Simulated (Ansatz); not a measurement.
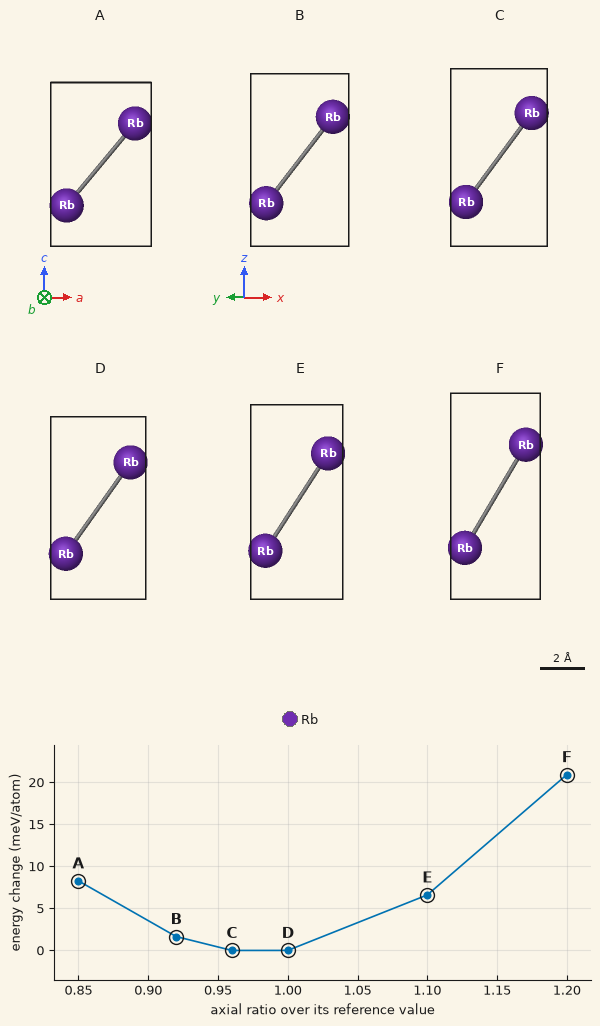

Energy scan for a crystal of Rb (Cmcm), in which the ratio of the cell's length along z to its lengths across, counted as 1 for the reference, is changed at fixed volume (a c/a path), with the atoms kept at their fractional coordinates. x, y and z are the Cartesian axes of the input. The lettered frames are marked on the plot. The picture is a ball-and-stick view of the cell of the calculation, repeated 1 × 2 × 1 with one cell outlined, seen along the b axis.

The calculation used DFT LDA, scalar-relativistic, plane waves, PAW in Ansatz 0.2.0. (plane-wave cutoff 420 eV; k-point mesh 12 × 12 × 6; occupations gaussian; smearing width 0.15 eV; no spin polarisation). Energies (free energies at the smearing named) are counted from the cell as listed in its source, which wasn't relaxed.

Question: What does the scan show?

Answer: Of the computed points the lowest is at the relative ratio 0.96, 0.0 meV/atom. The end points stand at 8.3 meV/atom (0.85) and 20.9 meV/atom (1.20). The distortion keeps the space group Cmcm. At the relative ratio 1.20 the cell of the drawing goes a 5.118 → 4.817 Å, b 5.118 → 4.817 Å, c 8.448 → 9.540 Å.
